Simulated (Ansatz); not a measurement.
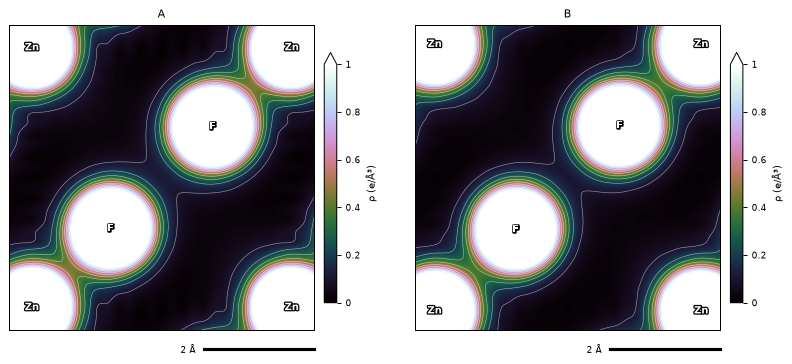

ZnF$_{2}$. The valence charge density (pseudo) of two cells that differ in size and shape, on the (001) plane of each (indices in the axes of the calculation cell), at one length scale and on one colour scale: B has 12.2 Å³ an atom and A 11.5.

Space group P4₂/mnm.

Theory: Ansatz 0.2.0, DFT r2SCAN, scalar-relativistic, plane waves, PAW.

Core electrons are frozen (PAW), and the valence fields are smoothed inside the atomic spheres.

Question: What changes from the larger cell to the smaller?

Answer: From the larger cell to the smaller, Zn–F goes from 2.09 to 2.02 Å, and the density at its midpoint from 0.38 to 0.45 e/Å³; the pressure goes from −6 to 0.0 GPa.
